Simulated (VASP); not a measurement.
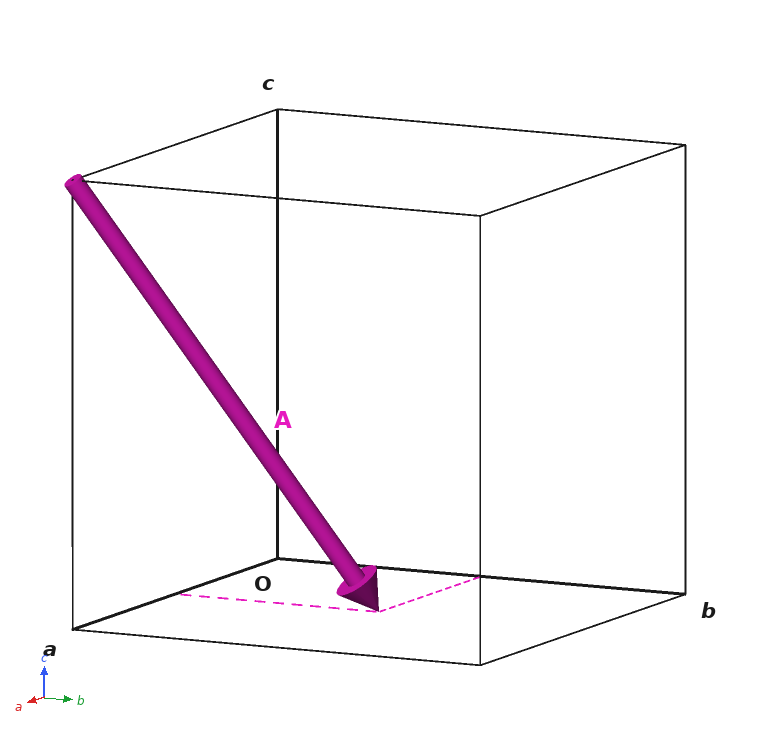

Crystal: InP, the end point of a relaxation with VASP, VASP Kohn-Sham DFT of a periodic cell, optPBE-vdW, VASP PAW PBE potentials, recommended. The arrow starts at a corner of the unit cell and ends on its surface; where a tip isn't a corner, dashed lines run from it parallel to the axes. Symmetry computed with spglib at a tolerance of 0.002 Å; standard conventional cell.

a = 5.981 Å, b = 5.981 Å, c = 5.981 Å, α = 90.00°, β = 90.00°, γ = 90.00°.

**Give [uvw] of the arrow.**

Arrow A runs from (1, 0, 1) to (1/2, 1/2, 0), so [−1 1 −2].

**How long is the vector ua + vb + wc?**

14.651 Å.
